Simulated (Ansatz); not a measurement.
Input

```
crystal:
  lattice:
    - [2.1359615863, 2.1359615863, 0.0]
    - [-2.1359615863, 2.1359615863, 0.0]
    - [0.0, 0.0, 4.0728432577]
  atoms:
    - { symbol: Ag, position: [0.0, 0.0, 0.0] }
    - { symbol: Ag, position: [0.5, 0.5, 0.5] }
basis:
  ecutwfc: 420
kpoints:
  mp_grid: { grid: [18, 18, 12] }
hamiltonian:
  xc: pbe
scf:
  occupations: { method: gaussian, width: 0.1 }
output:
  forces: true
  stress: true
  eigenvalues: true
  write_density: true
  write_potential: true
  elf: true
  volumetric_format: npy
relax:
  adjacent_minimum: "off"
  f_tol: 0.008
  max_steps: 40
  cell: { stress_tol: 0.015, fix: [a, b, gamma] }
```

Command:

```sh
ansatz run input.yaml --threads 1 --pin off --max-ram 2560MiB --backend cpu --events-out ev --progress --plain --runs-dir out
```

Below, planes, directions and counts refer to the conventional cell (a = 3.02 Å, b = 3.02 Å, c = 3.97 Å, α = 90.00°, β = 90.00°, γ = 90.00°).

The fields are those of the relaxed geometry.

Space group I4/mmm; a structure from a database of computed crystals, not necessarily the ambient phase; changed on purpose from its base cell (biaxial strain in the a-b plane, c and atoms relaxed: +3.0 %).

All numbers below come from Ansatz, DFT PBE, scalar-relativistic, plane waves, PAW.

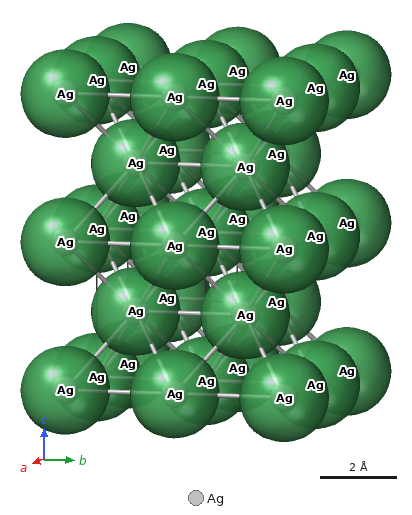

Ag. Isosurface of the valence pseudo-density at 0.3 e/Å³ (green), seen slightly off an axis. Sticks mark near contacts.

The density is the valence pseudo-density of a PAW calculation; it isn't the true density close to the nuclei.

Q: Which contacts does the surface bridge?

A: At this value the density breaks into separate islands; it holds about 90 % of the electrons treated as valence (semicore included). It bridges none of the near contacts. It is pinched off along the shortest Ag–Ag (2.91 Å) and Ag–Ag (3.02 Å) contacts. On the grid the lowest density along these lines, outside the cores, is 0.2 e/Å³ (Ag–Ag, 2.91 Å) and 0.18 e/Å³ (Ag–Ag, 3.02 Å).

Q: Does the calculation make it a metal, or give it a gap?

A: It is metallic or semimetallic at this level of theory: no gap opens.
